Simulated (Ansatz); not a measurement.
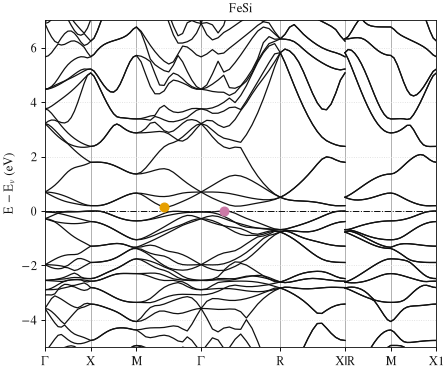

Describe the figure.

Band structure of FeSi, space group P2_13 (No. 198), 8 atoms in the cell. Level of theory: DFT PBEsol, scalar-relativistic, plane waves, PAW, no spin polarisation, 8×8×8 k mesh, Gaussian smearing of 0.01 eV; code Ansatz. Energies are counted from the top of the valence band.

A semiconductor. The gap along this path is 0.15 eV, from the valence-band top between Γ and R to the conduction-band bottom between M and Γ; the smallest direct gap, between M and Γ, is only slightly larger at 0.19 eV. The top valence band spans 0.7 eV and the lowest conduction band 0.5 eV. The direct gaps are 0.20 eV at X, 0.20 eV at X1 and 0.73 eV at Γ.
